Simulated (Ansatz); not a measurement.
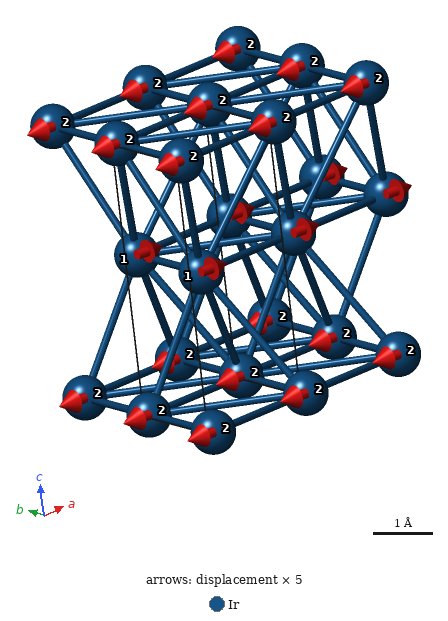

This is a relaxation of crystalline Ir (set up in P-1). The starting structure is drawn; red arrows show the displacements, magnified 5 times.

Style: ball-and-stick. Shown: the cell of the calculation, reduced to other axes, repeated 3 × 2 × 1 with one cell outlined, slightly off an axis. Lengths and directions refer to the drawn axes.

Case: all atoms moved at random, sigma 0.05 Å for each component; relaxed back.

Theory: DFT PBEsol, scalar-relativistic, plane waves, PAW (Ansatz 0.2.0). Set-up: plane-wave cutoff 420 eV; k-point mesh 12 × 12 × 14; occupations gaussian; smearing width 0.15 eV; no spin polarisation; atoms relaxed in a fixed cell; force threshold 0.01 eV/Å; at most 80 steps.

### Describe the change and its energy.

After 2 accepted moves (3 points after the start) the energy has fallen by 0.130 eV per cell of the calculation. The largest force component goes from 0.78 to 0.006 eV/Å. 1 step only repeated the SCF at the same geometry. The largest moves, 0.11 Å, are those of Ir1 and Ir2. Ir1 goes along [3 −1 0]. The cell doesn't change. Near-neighbour distances that change, for instance: Ir1–Ir2 2.849 → 2.709 Å, Ir1–Ir2 (another image) 2.580 → 2.708 Å, Ir1–Ir2 (another image) 2.804 → 2.709 Å, Ir1–Ir2 (another image) 2.629 → 2.708 Å. The space group (tolerance 0.01 Å) goes from P-1 (No. 2) to Fm-3m (No. 225).
